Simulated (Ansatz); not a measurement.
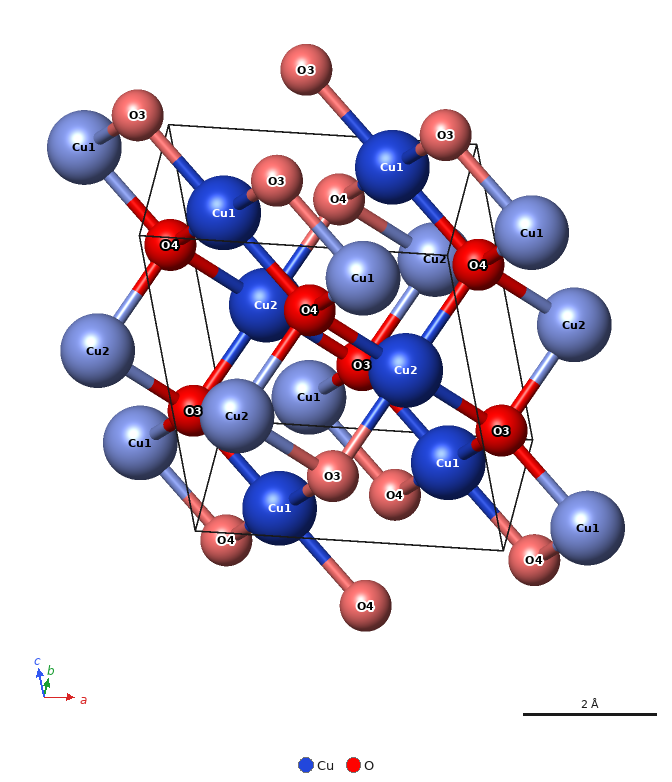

*The structure as given in the input (ball-and-stick view of the cell 2 times as large as that of the calculation, set on its symmetry axes, seen at an oblique angle; neighbours outside the cell are drawn fainter; atoms are numbered from 1 in the order of the input).*

Near neighbours in the crystal (not all of them lie inside the picture): Cu has 4 O at 1.95 to 1.96 Å; O has 4 Cu at 1.95 to 1.96 Å.

Single-point calculation, with input and output: CuO (part 1 of 2)

- system: CuO (C2/c, 4 atoms in the cell)
- method: DFT PBE+U, scalar-relativistic, plane waves, PAW, Ueff = 7 eV on Cu atom 1 d; Ueff = 7 eV on Cu atom 2 d, spin-polarised (Ansatz 0.2.0)

The structure derives from an entry of the Crystallography Open Database. It belongs to a series of runs on one base structure; here: from atoms, default search. Figures and captions count atoms from 1; the log counts them from 0 in places.

Log
```
Cu: projections on atomic orbitals take those of the free atom [Ne] 3s2 3p6 3d10 4s1, of charge +0.00 (hamiltonian.pseudopotentials.projection_atoms); the dataset's partial waves leave at most 2.0e-6 of an orbital's norm unspanned inside its sphere
O: projections on atomic orbitals take those of the free atom [He] 2s2 2p4, of charge +0.00 (hamiltonian.pseudopotentials.projection_atoms); the dataset's partial waves leave at most 1.9e-8 of an orbital's norm unspanned inside its sphere
Engine: ansatz 0.2.0, aarch64-unknown-linux-gnu
Pseudopotentials: kind: paw
Pseudopotential: Cu, paw, valence charge 19, recommended cutoff 420 eV (normal), Cu.paw.azcp
Pseudopotential: O, paw, valence charge 6, recommended cutoff 420 eV (normal), O.paw.azcp
Functional definition: PBE
  parameter kappa = 0.804
  parameter beta = 0.06672455060314922
  exchange = pbe_x(kappa = kappa, mu = beta*pi^2/3)
  correlation = pbe_c(beta = beta)
Crystal: 4 atoms, lattice volume = 40.540 Å³
Basis set: ecut = 420 eV, 787 PW (Γ), exchange–correlation on 40×40×72 points (8 copies of the dense FFT grid, shifted against one another)
Bands: 32, of which v1, the nominal top of the filled ones, is band 25 counted from 1 (24 counted from 0)
Symmetry: 2 space group operations
Space group: P-1 (ITA 2), of the structure as read, at distance tolerance 3.4e-5 Å
Magnetic group: BNS 15.89 (UNI 96), of the structure as read, at distance tolerance 3.4e-5 Å
k-points: 99 of 196
Non-local potential: Cu, projectors of the file, l = 0: 3, l = 1: 2, l = 2: 3, l = 3: 1
Non-local potential: O, projectors of the file, l = 0: 2, l = 1: 2, l = 2: 1
PAW form: soft (Blöchl's): semilocal exchange-correlation on the pseudo side does not see the compensation charge
PAW one-centre angular grid: Cu, 590 points (default); XC on 64 Gauss nodes
PAW one-centre angular grid: O, 110 points (default); XC on 64 Gauss nodes
Initial density: superposition of atomic densities (chi_scale 0.1, normalization cell, long waves kept (reshape's long-wave potential 0.00 eV rms))
Starting moments: Σ|m| = 2 μB on 2 of 4 sites
Starting magnetic order: altermagnet, d-wave, bulk spin-momentum locking; spin-degenerate plane through Γ normal to [1 -1 0] of the run's lattice
Initial wavefunctions: pseudopotential atomic-orbital guess
Functional: x = pbe(κ = 0.804, μ = 0.2195149727645171), c = pbe(β = 0.06672455060314922)
SCF iter   1: F=—  HF=-14378.875304 eV  |F-HF|=—  |Δ(HF+E_count)|=         —  Δρ=9.99e-2 (↑9.99e-2 ↓9.99e-2)  dr2=2.08e0  dr2_m=3.01e0  M=-0.000 μB ∫|m|=0.430 μB  β_m=0.30  ethr=3.10e-3  ⟨swp⟩=5.1  Hψ=22336  notcnv=0  defer=167
preconditioner: auto → Kerker (q_TF=auto, 2.825 Å⁻¹)  [metal: Δε(μ)=0.042 eV  Ē_g=14.961 eV  σ=0.050 eV  W_gap=0.44  n_scr=20 (ndim 8)  ℏωp=34.0 eV  f_vac=0.000  D(μ)=1.07/eV (n_scr^D=2)]
spin=Collinear: Kerker preconditioning applied to the charge; magnetization (m = ρ↑ − ρ↓) channel mixes plain (no charge-response kernel on spin).
SCF iter   2: F=—  HF=-14378.867471 eV  |F-HF|=—  |Δ(HF+E_count)|=   7.83e-3  Δρ=5.90e-2 (↑5.90e-2 ↓5.90e-2)  dr2=1.39e-1  dr2_m=1.17e0  M=-0.000 μB ∫|m|=0.585 μB  β_m=0.30  ethr=3.10e-3  ⟨swp⟩=2.8  Hψ=11436  notcnv=0  defer=382
SCF iter   3: F=—  HF=-14379.139365 eV  |F-HF|=—  |Δ(HF+E_count)|=   2.72e-1  Δρ=3.87e-2 (↑3.87e-2 ↓3.87e-2)  dr2=7.36e-2  dr2_m=4.84e-1  M=0.000 μB ∫|m|=0.667 μB  β_m=0.30  ethr=2.77e-4  ⟨swp⟩=2.0  Hψ=10295  notcnv=0  defer=380
SCF iter   4: F=—  HF=-14379.379754 eV  |F-HF|=—  |Δ(HF+E_count)|=   2.40e-1  Δρ=2.14e-2 (↑2.14e-2 ↓2.14e-2)  dr2=2.04e-2  dr2_m=1.63e-1  M=-0.000 μB ∫|m|=0.779 μB  β_m=0.30  ethr=1.47e-4  ⟨swp⟩=2.6  Hψ=12612  notcnv=0  defer=382
SCF iter   5: F=—  HF=-14379.484192 eV  |F-HF|=—  |Δ(HF+E_count)|=   1.04e-1  Δρ=1.25e-2 (↑1.25e-2 ↓1.25e-2)  dr2=6.03e-2  dr2_m=4.19e-2  M=0.000 μB ∫|m|=0.917 μB  β_m=1.00  ethr=4.07e-5  ⟨swp⟩=2.3  Hψ=10916  notcnv=0  defer=384
SCF iter   6: F=—  HF=-14379.570271 eV  |F-HF|=—  |Δ(HF+E_count)|=   8.61e-2  Δρ=1.11e-2 (↑1.11e-2 ↓1.11e-2)  dr2=8.40e-2  dr2_m=2.37e-2  M=0.000 μB ∫|m|=1.089 μB  β_m=1.00  ethr=4.07e-5  ⟨swp⟩=2.1  Hψ=10995  notcnv=0  defer=384
SCF iter   7: F=—  HF=-14379.719264 eV  |F-HF|=—  |Δ(HF+E_count)|=   1.49e-1  Δρ=2.26e-2 (↑2.26e-2 ↓2.26e-2)  dr2=4.99e-1  dr2_m=4.69e-2  M=0.000 μB ∫|m|=1.287 μB  β_m=1.00  ethr=4.07e-5  ⟨swp⟩=2.2  Hψ=11178  notcnv=0  defer=384
SCF iter   8: F=—  HF=-14379.782057 eV  |F-HF|=—  |Δ(HF+E_count)|=   6.28e-2  Δρ=1.95e-2 (↑1.95e-2 ↓1.95e-2)  dr2=4.48e-1  dr2_m=1.21e-2  M=-0.000 μB ∫|m|=1.382 μB  β_m=1.00  ethr=4.07e-5  ⟨swp⟩=2.3  Hψ=11210  notcnv=0  defer=388
SCF iter   9: F=—  HF=-14379.837743 eV  |F-HF|=—  |Δ(HF+E_count)|=   5.57e-2  Δρ=1.81e-2 (↑1.81e-2 ↓1.81e-2)  dr2=3.95e-1  dr2_m=6.60e-3  M=0.000 μB ∫|m|=1.448 μB  β_m=1.00  ethr=4.07e-5  ⟨swp⟩=2.2  Hψ=9916  notcnv=0  defer=388
SCF iter  10: F=—  HF=-14379.942409 eV  |F-HF|=—  |Δ(HF+E_count)|=   1.05e-1  Δρ=2.37e-2 (↑2.37e-2 ↓2.37e-2)  dr2=6.73e-1  dr2_m=1.24e-2  M=0.000 μB ∫|m|=1.529 μB  β_m=1.00  ethr=4.07e-5  ⟨swp⟩=2.0  Hψ=6762  notcnv=0  defer=388
SCF iter  11: F=—  HF=-14380.012051 eV  |F-HF|=—  |Δ(HF+E_count)|=   6.96e-2  Δρ=2.62e-2 (↑2.62e-2 ↓2.62e-2)  dr2=8.45e-1  dr2_m=7.22e-3  M=0.000 μB ∫|m|=1.588 μB  β_m=1.00  ethr=4.07e-5  ⟨swp⟩=1.0  Hψ=6244  notcnv=0  defer=388
SCF iter  12: F=—  HF=-14380.141603 eV  |F-HF|=—  |Δ(HF+E_count)|=   1.30e-1  Δρ=3.30e-2 (↑3.30e-2 ↓3.30e-2)  dr2=1.35e0  dr2_m=1.01e-2  M=0.000 μB ∫|m|=1.654 μB  β_m=1.00  ethr=4.07e-5  ⟨swp⟩=2.1  Hψ=7732  notcnv=0  defer=388
SCF iter  13: F=—  HF=-14380.164189 eV  |F-HF|=—  |Δ(HF+E_count)|=   2.26e-2  Δρ=3.29e-2 (↑3.29e-2 ↓3.29e-2)  dr2=1.37e0  dr2_m=2.94e-3  M=0.000 μB ∫|m|=1.689 μB  β_m=1.00  ethr=4.07e-5  ⟨swp⟩=2.1  Hψ=7664  notcnv=0  defer=388
SCF iter  14: F=—  HF=-14380.201249 eV  |F-HF|=—  |Δ(HF+E_count)|=   3.71e-2  Δρ=3.44e-2 (↑3.44e-2 ↓3.44e-2)  dr2=1.49e0  dr2_m=2.43e-3  M=0.000 μB ∫|m|=1.720 μB  β_m=0.30  ethr=4.07e-5  ⟨swp⟩=1.0  Hψ=6472  notcnv=0  defer=388
Mixer restart at iter 14: flushing history
spin-set hold released at iteration 14 (site moments contracting): the magnetisation degrees of freedom join the quasi-Newton model from the next iteration; the mixer history was flushed
SCF iter  15: F=—  HF=-14379.957493 eV  |F-HF|=—  |Δ(HF+E_count)|=   2.44e-1  Δρ=1.22e-2 (↑1.22e-2 ↓1.22e-2)  dr2=2.03e-1  dr2_m=4.18e-3  M=0.000 μB ∫|m|=1.655 μB  β_m=0.36  ethr=4.07e-5  ⟨swp⟩=3.1  Hψ=13138  notcnv=0  defer=388
SCF iter  16: F=—  HF=-14379.907163 eV  |F-HF|=—  |Δ(HF+E_count)|=   5.03e-2  Δρ=7.01e-3 (↑7.01e-3 ↓7.01e-3)  dr2=5.11e-2  dr2_m=4.32e-3  M=0.000 μB ∫|m|=1.634 μB  β_m=0.49  ethr=4.07e-5  ⟨swp⟩=2.2  Hψ=11882  notcnv=0  defer=388
SCF iter  17: F=—  HF=-14379.890583 eV  |F-HF|=—  |Δ(HF+E_count)|=   1.66e-2  Δρ=4.35e-3 (↑4.35e-3 ↓4.35e-3)  dr2=5.55e-3  dr2_m=3.68e-3  M=0.000 μB ∫|m|=1.603 μB  β_m=0.75  ethr=4.07e-5  ⟨swp⟩=2.0  Hψ=10142  notcnv=0  defer=388
SCF iter  18: F=—  HF=-14379.898441 eV  |F-HF|=—  |Δ(HF+E_count)|=   7.86e-3  Δρ=3.75e-3 (↑3.75e-3 ↓3.75e-3)  dr2=7.73e-3  dr2_m=2.30e-3  M=0.000 μB ∫|m|=1.578 μB  β_m=0.87  ethr=1.11e-5  ⟨swp⟩=2.0  Hψ=9942  notcnv=0  defer=388
SCF iter  19: F=—  HF=-14379.899915 eV  |F-HF|=—  |Δ(HF+E_count)|=   1.47e-3  Δρ=2.93e-4 (↑2.92e-4 ↓2.93e-4)  dr2=7.02e-5  dr2_m=1.41e-5  M=0.000 μB ∫|m|=1.561 μB  β_m=0.92  ethr=1.11e-5  ⟨swp⟩=2.0  Hψ=10490  notcnv=0  defer=388
SCF iter  20: F=—  HF=-14379.900054 eV  |F-HF|=—  |Δ(HF+E_count)|=   1.38e-4  Δρ=8.20e-5 (↑8.20e-5 ↓7.97e-5)  dr2=4.06e-6  dr2_m=9.36e-7  M=0.000 μB ∫|m|=1.564 μB  β_m=0.96  ethr=1.40e-7  ⟨swp⟩=2.0  Hψ=11852  notcnv=0  defer=388
SCF iter  21: F=—  HF=-14379.900053 eV  |F-HF|=—  |Δ(HF+E_count)|=   3.94e-7  Δρ=5.05e-5 (↑4.17e-5 ↓5.05e-5)  dr2=1.76e-6  dr2_m=3.16e-7  M=0.000 μB ∫|m|=1.564 μB  β_m=0.98  ethr=8.11e-9  ⟨swp⟩=2.3  Hψ=9124  notcnv=0  defer=388
SCF iter  22: F=—  HF=-14379.900054 eV  |F-HF|=—  |Δ(HF+E_count)|=   2.13e-7  Δρ=1.90e-5 (↑1.90e-5 ↓1.21e-5)  dr2=2.31e-7  dr2_m=1.10e-8  M=0.000 μB ∫|m|=1.564 μB  β_m=0.84  ethr=3.52e-9  ⟨swp⟩=2.0  Hψ=8718  notcnv=0  defer=388
SCF iter  23: F=-14379.900053 eV  HF=-14379.900054 eV  |F-HF|=7.05e-8  |Δ(HF+E_count)|=   3.81e-8  Δρ=1.03e-5 (↑6.87e-6 ↓1.03e-5)  dr2=7.07e-8  dr2_m=3.28e-9  M=0.000 μB ∫|m|=1.564 μB  ethr=2.00e-10  ⟨swp⟩=9.1  Hψ=41873  notcnv=0
SCF 1 converged in 23 iterations: F = -14379.900053 eV  dr2 = 7.07e-8
  greatest PAW one-centre occupation: 1.000 electrons in one spin orbital (limit 2), on the Cu atom at site 1 (counted from 0), in its partial waves of l = 0
```

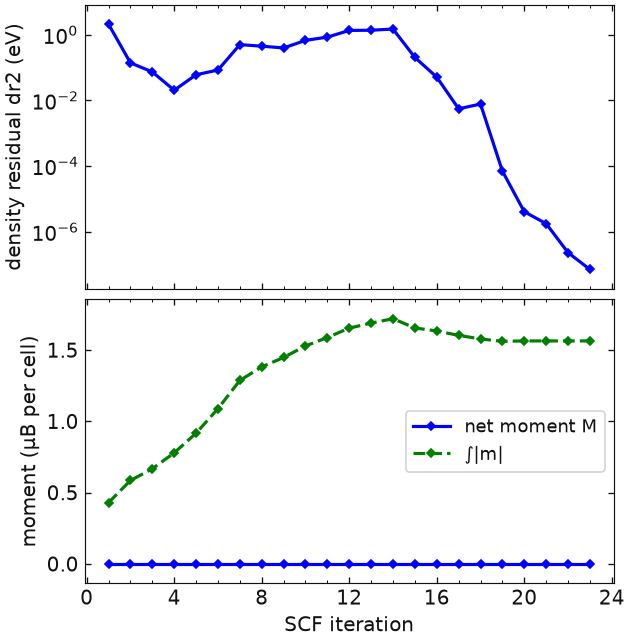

*Convergence of the self-consistent field: density residual dr2 and magnetic moment against the SCF iteration.*

The residual falls unevenly and jumps up by a factor of two or more 2 times on the way down. The net moment stays at 0.0 μB per cell.

```
SCF converged after 23 iterations
Magnetization: 0.0000 μB (25.0000 up, 25.0000 down)
Absolute magnetization: 1.5463 μB (∫|ρ↑−ρ↓|, with the PAW one-centre terms)
Spin contamination: 0.8769 ħ² per cell (⟨S²⟩ above its minimum at these occupations)
Per-site moments (μB) at R_I (Å): [(0.5950268237324624, 0.8046939874849356), (-0.5950485503865358, 0.8046939874849356), (9.677103015478328e-6, 0.8046939874849356), (9.677103015514226e-6, 0.8046939874849356)]
Free energy (F): -14379.900053 eV
Harris-Foulkes:  -14379.900054 eV  (|F-HF|=7.05e-8)
Internal energy: -14379.900053 eV  (E = F + TS)
E sigma→0 (E₀):  -14379.900053 eV
Fermi energy:    11.900481 eV
```
